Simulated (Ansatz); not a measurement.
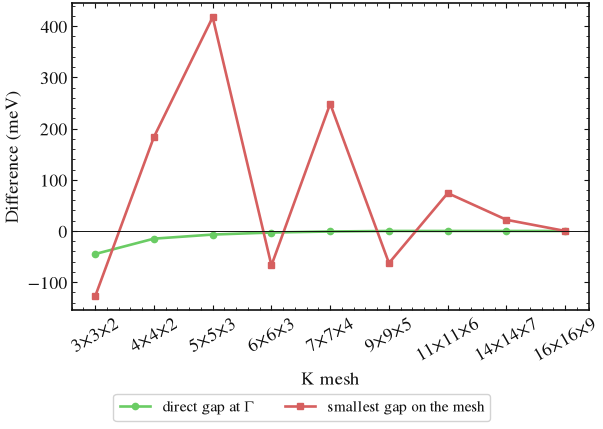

Gaps of wurtzite SiC, space group P6_3mc (No. 186), 4 atoms in the cell (a = 3.076 Å, c = 5.048 Å (hexagonal axes)) as the k mesh is raised, all else fixed. The plot shows differences from the last run. The cell is at 4 GPa in PBE. Method: PBE, Ansatz PAW, no spin polarisation, no spin-orbit coupling, 420 eV cutoff, Gaussian smearing of 0.05 eV (Ansatz 0.2.0).

Q: How well are these gaps converged with the k mesh?

A: The direct gap at Γ starts −45 meV from the last run and stays within 10 meV of it from 5×5×3 on. The smallest gap on the mesh also hangs on how near the points fall to the band edges: over the last three meshes it lies between 2.388 and 2.461 eV, so it isn't settled to 10 meV.

| k mesh | direct gap at Γ (eV) | smallest gap on the mesh (eV) |
| --- | --- | --- |
| 3×3×2 | 4.573 | 2.260 |
| 4×4×2 | 4.603 | 2.571 |
| 5×5×3 | 4.611 | 2.805 |
| 6×6×3 | 4.615 | 2.320 |
| 7×7×4 | 4.617 | 2.636 |
| 9×9×5 | 4.618 | 2.325 |
| 11×11×6 | 4.618 | 2.461 |
| 14×14×7 | 4.618 | 2.409 |
| 16×16×9 | 4.618 | 2.388 |

LDA, GGA and most meta-GGA functionals understate gaps.
